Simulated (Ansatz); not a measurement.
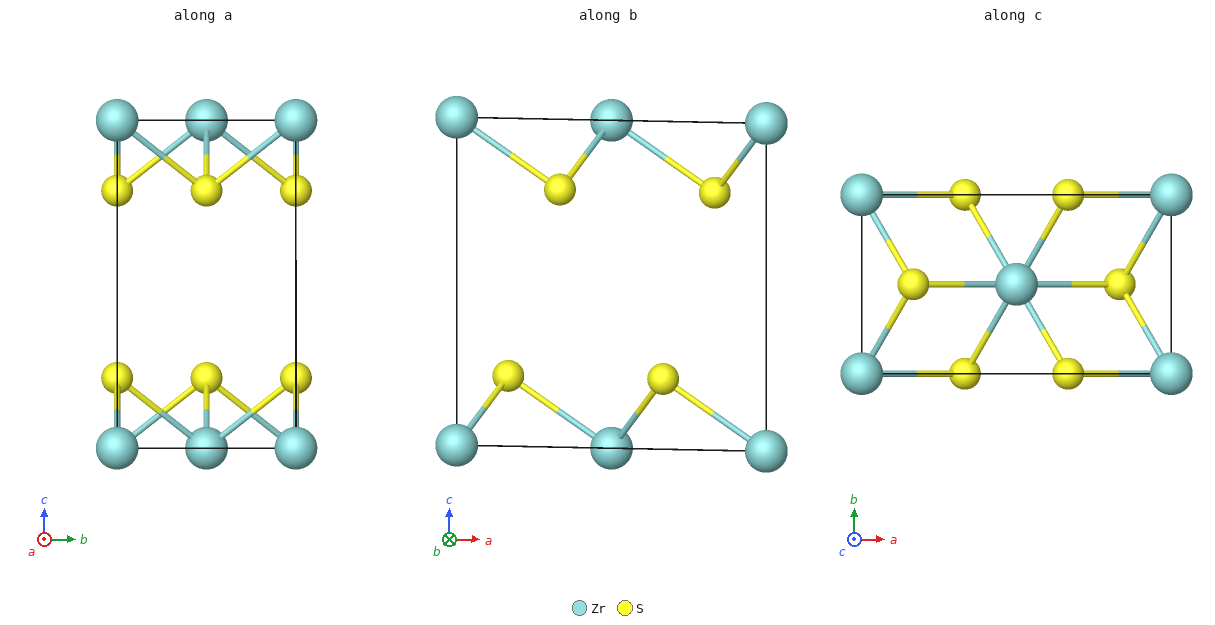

We look at a ball-and-stick model of the crystal along the a axis, along the b axis and along the c axis. The frame is the conventional unit cell; atoms at its boundary are shown with their periodic copies.

Cell: a = 6.383 Å, b = 3.685 Å, c = 6.758 Å, α = 90.00°, β = 91.15°, γ = 90.00°.

The composition is ZrS2.

> State the lattice type.

Base-centred monoclinic.

> What is the Hermann-Mauguin symbol of the space group?

C2/m (No. 12), with Zr on 2a and S on 4i.

> How many neighbours does S have, and of what kind?

Three Zr in a trigonal pyramidal arrangement at about 2.6 Å.

> Does the bonding give isolated units, chains, sheets or a framework?

The bonds build ZrS2 layers parallel to (001).

Origin of the cell: a structure type known for this compound. The cell was then strained or its atoms displaced on purpose. It went into a calculation with Ansatz.
